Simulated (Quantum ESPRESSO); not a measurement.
# Band-structure run of Pb

System: Pb (C2/m, 2 atoms in the cell).
Method: Kohn-Sham DFT of a periodic cell, PBEsol, PseudoDojo 0.4.1 SR PBEsol standard, no spin polarisation (Quantum ESPRESSO 7.5).

The structure derives from a Materials Project entry.

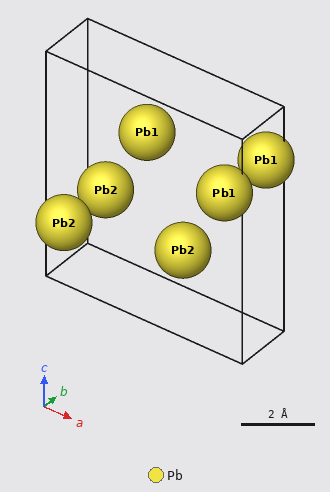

The input geometry (spheres-only view of the cell 2 times as large as that of the calculation, set on its symmetry axes, seen slightly off an axis; atoms are numbered from 1 in the order of the input). An atom can appear more than once, as a periodic image.

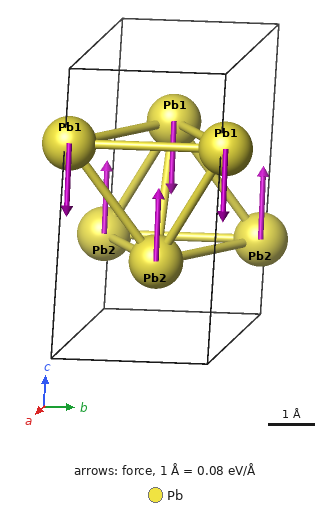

Forces on the atoms as pink arrows (ball-and-stick view of the cell 2 times as large as that of the calculation, set on its symmetry axes, seen slightly off an axis; atoms are numbered from 1 in the order of the input). The largest act on Pb1, Pb2 (0.13 eV/Å). The geometry is not a stationary point of this energy.

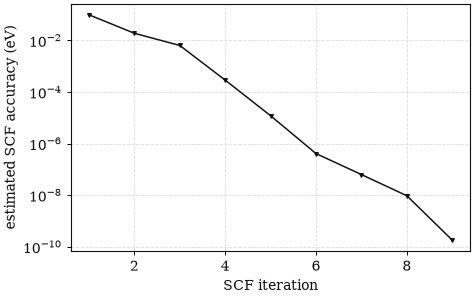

Convergence of the self-consistent field: estimated SCF accuracy against the iteration. The field takes 9 iterations in all.

The input that produced these results follows, with the program's output.

**The input**
```
&CONTROL
  calculation = 'scf'
  prefix = 'pwscf'
  outdir = './tmp'
  pseudo_dir = './pseudo'
  tprnfor = .true.
  tstress = .true.
  disk_io = 'low'
/
&SYSTEM
  ibrav = 0
  celldm(1) = 8
  nat = 2
  ntyp = 1
  ecutwfc = 56
  nbnd = 21
  occupations = 'smearing'
  smearing = 'fd'
  degauss = 0.00367493
/
&ELECTRONS
  conv_thr = 4d-10
  electron_maxstep = 120
  mixing_beta = 0.5
/
ATOMIC_SPECIES
Pb   207.2000 Pb.upf
CELL_PARAMETERS alat
  0.7177668347421  -0.4134531693582   0.0000000000000
  0.7177668347421   0.4134531693582   0.0000000000000
 -0.4997056264692   0.0000000000000   1.4397882084243
ATOMIC_POSITIONS crystal
Pb     0.9085084100    0.9085084100    0.7262922000
Pb     0.0914915900    0.0914915900    0.2737078000
K_POINTS automatic
9 9 5 0 0 0
```

**File bands.in**
```
&CONTROL
  calculation = 'bands'
  prefix = 'pwscf'
  outdir = './tmp'
  pseudo_dir = './pseudo'
  disk_io = 'low'
  verbosity = 'high'
/
&SYSTEM
  ibrav = 0
  celldm(1) = 8
  nat = 2
  ntyp = 1
  ecutwfc = 56
  nbnd = 21
  occupations = 'smearing'
  smearing = 'fd'
  degauss = 0.00367493
/
&ELECTRONS
  conv_thr = 1d-08
  electron_maxstep = 120
  mixing_beta = 0.5
  diago_full_acc = .true.
  startingwfc = 'random'
/
ATOMIC_SPECIES
Pb   207.2000 Pb.upf
CELL_PARAMETERS alat
  0.7177668347421  -0.4134531693582   0.0000000000000
  0.7177668347421   0.4134531693582   0.0000000000000
 -0.4997056264692   0.0000000000000   1.4397882084243
ATOMIC_POSITIONS crystal
Pb     0.9085084100    0.9085084100    0.7262922000
Pb     0.0914915900    0.0914915900    0.2737078000
K_POINTS crystal
60
 0.0000000000  0.0000000000  0.0000000000 1
-0.0714285714 -0.0714285714  0.0000000000 1
-0.1428571429 -0.1428571429  0.0000000000 1
-0.2142857143 -0.2142857143  0.0000000000 1
-0.2857142857 -0.2857142857  0.0000000000 1
-0.3571428571 -0.3571428571  0.0000000000 1
-0.4285714286 -0.4285714286  0.0000000000 1
-0.5000000000 -0.5000000000  0.0000000000 1
-0.5262824250 -0.5262824250  0.1702002292 1
-0.5131412125 -0.5131412125  0.3351001146 1
-0.5000000000 -0.5000000000  0.5000000000 1
-0.5464402486 -0.4535597514  0.5000000000 1
-0.5928804971 -0.4071195029  0.5000000000 1
-0.6393207457 -0.3606792543  0.5000000000 1
-0.6857609943 -0.3142390057  0.5000000000 1
-0.3142390057  0.3142390057  0.5000000000 1
-0.2693477192  0.2693477192  0.5000000000 1
-0.2244564327  0.2244564327  0.5000000000 1
-0.1795651461  0.1795651461  0.5000000000 1
-0.1346738596  0.1346738596  0.5000000000 1
-0.0897825731  0.0897825731  0.5000000000 1
-0.0448912865  0.0448912865  0.5000000000 1
 0.0000000000  0.0000000000  0.5000000000 1
-0.0676739393 -0.0676739393  0.5471142530 1
-0.1353478786 -0.1353478786  0.5942285060 1
-0.2030218179 -0.2030218179  0.6413427589 1
-0.2706957572 -0.2706957572  0.6884570119 1
-0.3383696965 -0.3383696965  0.7355712649 1
-0.4060436358 -0.4060436358  0.7826855179 1
-0.4737175750 -0.4737175750  0.8297997708 1
-0.5000000000 -0.5000000000  0.0000000000 1
-0.5523520260 -0.4476479740  0.0000000000 1
-0.6047040521 -0.3952959479  0.0000000000 1
-0.6570560781 -0.3429439219  0.0000000000 1
-0.3429439219  0.3429439219  0.0000000000 1
-0.3000759316  0.3000759316  0.0000000000 1
-0.2572079414  0.2572079414  0.0000000000 1
-0.2143399512  0.2143399512  0.0000000000 1
-0.1714719609  0.1714719609  0.0000000000 1
-0.1286039707  0.1286039707  0.0000000000 1
-0.0857359805  0.0857359805  0.0000000000 1
-0.0428679902  0.0428679902  0.0000000000 1
 0.0000000000  0.0000000000  0.0000000000 1
-0.0625000000  0.0000000000  0.0000000000 1
-0.1250000000  0.0000000000  0.0000000000 1
-0.1875000000  0.0000000000  0.0000000000 1
-0.2500000000  0.0000000000  0.0000000000 1
-0.3125000000  0.0000000000  0.0000000000 1
-0.3750000000  0.0000000000  0.0000000000 1
-0.4375000000  0.0000000000  0.0000000000 1
-0.5000000000  0.0000000000  0.0000000000 1
-0.5000000000  0.0000000000  0.5000000000 1
-0.4375000000  0.0000000000  0.4375000000 1
-0.3750000000  0.0000000000  0.3750000000 1
-0.3125000000  0.0000000000  0.3125000000 1
-0.2500000000  0.0000000000  0.2500000000 1
-0.1875000000  0.0000000000  0.1875000000 1
-0.1250000000  0.0000000000  0.1250000000 1
-0.0625000000  0.0000000000  0.0625000000 1
 0.0000000000  0.0000000000  0.0000000000 1
```

Command:
```bash
OMP_NUM_THREADS=1 mpirun -n 2 pw.x -nk 2 -in pw.in > pw.out
OMP_NUM_THREADS=1 mpirun -n 2 pw.x -nk 2 -in bands.in > bands.out
```

**The program's output**
```
This program is part of the open-source Quantum ESPRESSO suite
     for quantum simulation of materials; please cite
         "P. Giannozzi et al., J. Phys.:Condens. Matter 21 395502 (2009);
         "P. Giannozzi et al., J. Phys.:Condens. Matter 29 465901 (2017);
         "P. Giannozzi et al., J. Chem. Phys. 152 154105 (2020);
          URL
     in publications or presentations arising from this work. More details at

     Message from routine setup:
     using ibrav=0 with symmetry is DISCOURAGED, use correct ibrav instead

     K-points division:     npool     =       2
     Subspace diagonalization in iterative solution of the eigenvalue problem:
     a serial algorithm will be used

     G-vector sticks info
     --------------------
     sticks:   dense  smooth     PW     G-vecs:    dense   smooth      PW
     Sum         673     673    211                24757    24757    4325

     Using Slab Decomposition

     bravais-lattice index     =            0
     lattice parameter (alat)  =       8.0000  a.u.
     unit-cell volume          =     437.5304 (a.u.)^3
     number of atoms/cell      =            2
     number of atomic types    =            1
     number of electrons       =        28.00
     number of Kohn-Sham states=           21
     kinetic-energy cutoff     =      56.0000  Ry
     charge density cutoff     =     224.0000  Ry
     scf convergence threshold =      4.0E-10
     mixing beta               =       0.5000
     number of iterations used =            8  plain     mixing
     Exchange-correlation= PBESOL
                           (   1   4  10   8   0   0   0)

     celldm(1)=   8.000000  celldm(2)=   0.000000  celldm(3)=   0.000000
     celldm(4)=   0.000000  celldm(5)=   0.000000  celldm(6)=   0.000000

     crystal axes: (cart. coord. in units of alat)
               a(1) = (   0.717767  -0.413453   0.000000 )
               a(2) = (   0.717767   0.413453   0.000000 )
               a(3) = (  -0.499706   0.000000   1.439788 )

     reciprocal axes: (cart. coord. in units 2 pi/alat)
               b(1) = (  0.696605 -1.209327  0.241770 )
               b(2) = (  0.696605  1.209327  0.241770 )
               b(3) = ( -0.000000  0.000000  0.694547 )

     PseudoPot. # 1 for Pb read from file:
     Pb.upf
     Pseudo is Norm-conserving + core correction, Zval = 14.0
     Generated using ONCVPSP code by D. R. Hamann
     Using radial grid of 1678 points,  6 beta functions with:
                l(1) =   0
                l(2) =   0
                l(3) =   1
                l(4) =   1
                l(5) =   2
                l(6) =   2

     atomic species   valence    mass     pseudopotential
     Pb               14.00   207.20000     Pb( 1.00)

      4 Sym. Ops., with inversion, found

   Cartesian axes

     site n.     atom                  positions (alat units)
         1        Pb     tau(   1) = (   0.9412621   0.0000000   1.0457069  )
         2        Pb     tau(   2) = (  -0.0054341   0.0000000   0.3940813  )

     number of k points=   115  Fermi-Dirac smearing, width (Ry)=  0.0037

     Number of k-points >= 100: set verbosity='high' to print them.

     Dense  grid:    24757 G-vectors     FFT dimensions: (  32,  32,  60)

     Initial potential from superposition of free atoms

     starting charge      27.9962, renormalised to      28.0000
     Starting wfcs are   18 randomized atomic wfcs +    3 random wfcs

     Self-consistent Calculation

     iteration #  1     ecut=    56.00 Ry     beta= 0.50
     Davidson diagonalization with overlap
     ethr =  1.00E-02,  avg # of iterations =  5.3

     Threshold (ethr) on eigenvalues was too large:
     Diagonalizing with lowered threshold

     Davidson diagonalization with overlap
     ethr =  2.53E-05,  avg # of iterations =  6.9

     total energy              =    -281.06670599 Ry
     estimated scf accuracy    <       0.00727132 Ry

     iteration #  2     ecut=    56.00 Ry     beta= 0.50
     Davidson diagonalization with overlap
     ethr =  2.60E-05,  avg # of iterations =  2.0

     total energy              =    -281.06755163 Ry
     estimated scf accuracy    <       0.00139283 Ry

     iteration #  3     ecut=    56.00 Ry     beta= 0.50
     Davidson diagonalization with overlap
     ethr =  4.97E-06,  avg # of iterations =  2.1

     total energy              =    -281.06786361 Ry
     estimated scf accuracy    <       0.00047085 Ry

     iteration #  4     ecut=    56.00 Ry     beta= 0.50
     Davidson diagonalization with overlap
     ethr =  1.68E-06,  avg # of iterations =  1.9

     total energy              =    -281.06793130 Ry
     estimated scf accuracy    <       0.00002116 Ry

     iteration #  5     ecut=    56.00 Ry     beta= 0.50
     Davidson diagonalization with overlap
     ethr =  7.56E-08,  avg # of iterations =  1.8

     total energy              =    -281.06793276 Ry
     estimated scf accuracy    <       0.00000086 Ry

     iteration #  6     ecut=    56.00 Ry     beta= 0.50
     Davidson diagonalization with overlap
     ethr =  3.07E-09,  avg # of iterations =  2.0

     total energy              =    -281.06793301 Ry
     estimated scf accuracy    <       0.00000003 Ry

     iteration #  7     ecut=    56.00 Ry     beta= 0.50
     Davidson diagonalization with overlap
     ethr =  1.12E-10,  avg # of iterations =  2.2

     total energy              =    -281.06793301 Ry
     estimated scf accuracy    <          4.6E-09 Ry

     iteration #  8     ecut=    56.00 Ry     beta= 0.50
     Davidson diagonalization with overlap
     ethr =  1.65E-11,  avg # of iterations =  2.0

     total energy              =    -281.06793301 Ry
     estimated scf accuracy    <          7.0E-10 Ry

     iteration #  9     ecut=    56.00 Ry     beta= 0.50
     Davidson diagonalization with overlap
     ethr =  2.51E-12,  avg # of iterations =  2.0

     End of self-consistent calculation

     Number of k-points >= 100: set verbosity='high' to print the bands.

     the Fermi energy is    10.1686 ev

!    total energy              =    -281.06793301 Ry
     estimated scf accuracy    <          1.3E-11 Ry
     smearing contrib. (-TS)   =      -0.00058946 Ry
     internal energy E=F+TS    =    -281.06734355 Ry

     The total energy is F=E-TS. E is the sum of the following terms:
     one-electron contribution =     -70.85098586 Ry
     hartree contribution      =      54.68716842 Ry
     xc contribution           =     -79.20968733 Ry
     ewald contribution        =    -185.69383877 Ry

     convergence has been achieved in   9 iterations

     Forces acting on atoms (cartesian axes, Ry/au):

     atom    1 type  1   force =     0.00105080    0.00000000   -0.00493123
     atom    2 type  1   force =    -0.00105080   -0.00000000    0.00493123

     Total force =     0.007130     Total SCF correction =     0.000017

     Computing stress (Cartesian axis) and pressure

          total   stress  (Ry/bohr**3)                   (kbar)     P=      -17.57
  -0.00011717   0.00000000   0.00000002          -17.24        0.00        0.00
  -0.00000000  -0.00011695  -0.00000000           -0.00      -17.20       -0.00
   0.00000002   0.00000000  -0.00012423            0.00        0.00      -18.28

=------------------------------------------------------------------------------=
   JOB DONE.
=------------------------------------------------------------------------------=
```

**Summary**

| quantity | value |
| --- | --- |
| outcome | converged |
| space group (tolerance 0.01 Å) | C2/m (12) |
| electrons treated | 28 |
| free energy | −3824.1240 eV |
| Fermi energy | 10.169 eV |
| gap on the k-point mesh | none (metallic) |
| pressure | −1.76 GPa |
| largest force (length of the vector) | 0.130 eV/Å |
| hardware | 2 threads of AMD EPYC (Zen 5), 64 GiB of memory available, shared host |
| wall time | 40 s (CPU time 78 s) |
| peak memory | 0.24 GiB |

**Remarks**

Spin–orbit coupling is left out, which matters for Pb.
